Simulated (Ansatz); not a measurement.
Consider Cd.

Space group Fm-3m; the calculation finds a residual pressure of about 2 GPa at this fixed cell. This isn't the usual form at ambient conditions. The cell comes from a database of computed structures, not from a measurement.

```
Cd
1.0
     4.43630    0.00000    0.00000
     0.00000    4.43630    0.00000
     0.00000    0.00000    4.43630
Cd
4
Direct
  0.00000 0.00000 0.00000
  0.50000 0.50000 0.00000
  0.50000 0.00000 0.50000
  0.00000 0.50000 0.50000
```

Computed with DFT PBE, scalar-relativistic, plane waves, PAW in Ansatz.

What will a map of ρ − Σ ρ(atoms) show?

Cd–Cd (3.14 Å): Δρ is +0.015 e/Å³ at the midpoint.
- Over the whole cell, outside the masked cores, the largest gain, 0.02 e/Å³, lies 1.9 Å from a cadmium nucleus, and the largest loss lies at the edge of the masked core of Cd.
- The rearranged charge, half the integral of |Δρ|, is about 0.16 e an atom.

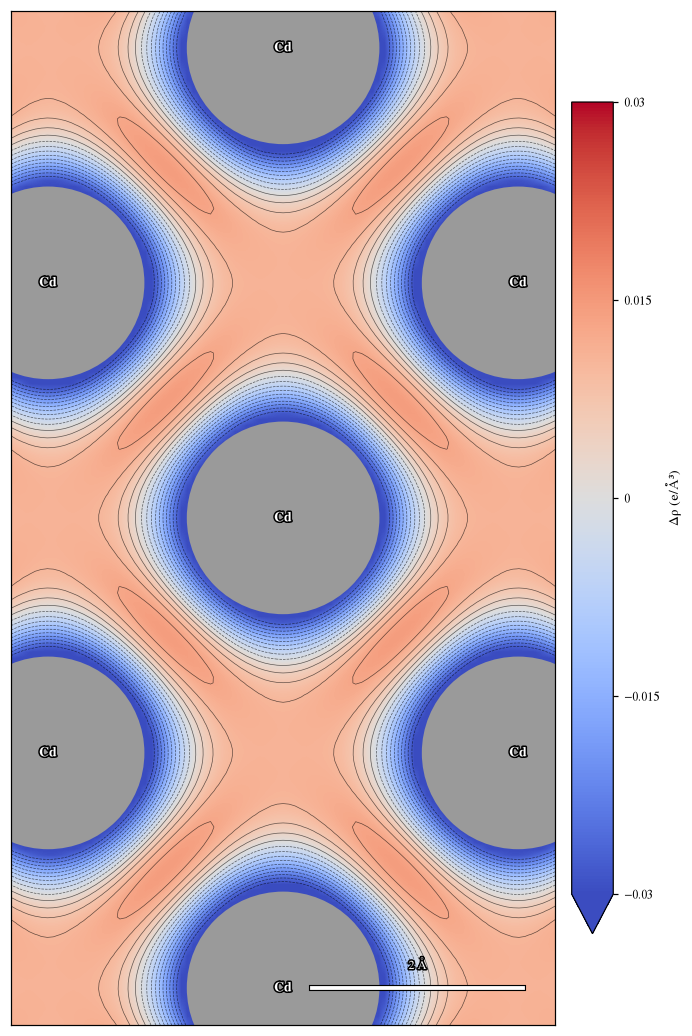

Computed deformation density: a map on the (010) plane of the conventional cell, with grey discs over the atomic cores.

Cores are masked to 0.9 Å (Cd).

Core electrons are frozen (PAW), so the fields are smoothed inside the atomic spheres.
